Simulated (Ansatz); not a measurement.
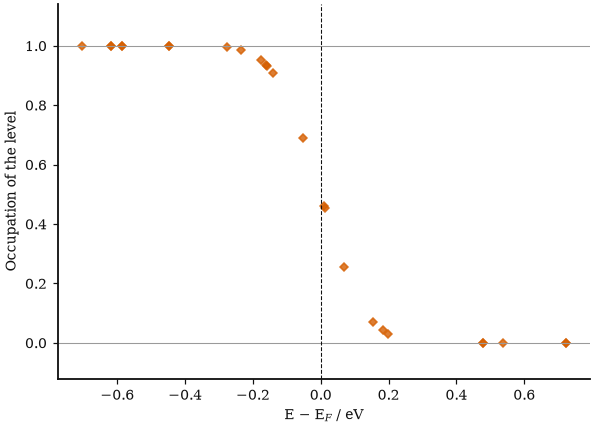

Occupations of the one-electron levels of the k mesh against their energy, from a run on Cu, space group P6_3/mmc (No. 194), 2 atoms in the cell, with Ansatz.

### Name the smearing function and its width.

Gaussian smearing with a width of 0.15 eV. The occupations stay between 0 and 1 and die off fast, as an error function; the slope at the Fermi level is 1/(√π × width).
